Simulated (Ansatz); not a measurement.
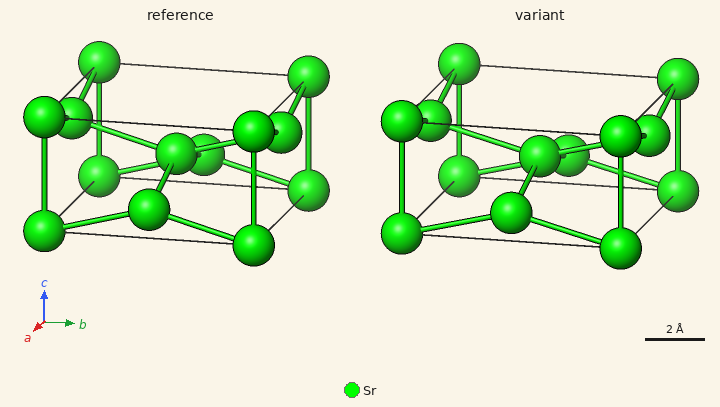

Left: a symmetric starting cell of Sr. Right: the same structure after one change, at the same scale. The picture is a ball-and-stick view of the conventional cell (2 times the calculation's cell), seen slightly off an axis. Lengths and directions refer to the drawn axes.

Level of theory: DFT PBE, scalar-relativistic, plane waves, PAW (Ansatz 0.2.0). Settings: plane-wave cutoff 420 eV; k-point mesh 12 × 12 × 12; occupations gaussian; smearing width 0.1 eV; no spin polarisation.

Q: What was changed?

A: The cell is strained by −1.5 % along c and +4.5 % across it (volume +7.6 %), the atoms keeping their fractional coordinates. No relaxation follows. The starting cell wasn't computed here and needn't be at equilibrium, so pressure and forces aren't due to the change alone.

Q: How do the computed properties respond?

A: The pressure is −0.5 GPa (not all of it need come from the change, since the unchanged cell can be under pressure at this level too). The principal stresses (compression positive) are 0.2 GPa along c and −0.8 GPa across it. All forces vanish by symmetry. Some distances before and after: Sr–Sr 3.842 → 3.999 Å, Sr–Sr 4.042 → 3.981 Å. The space group stays I4_1/amd (No. 141).
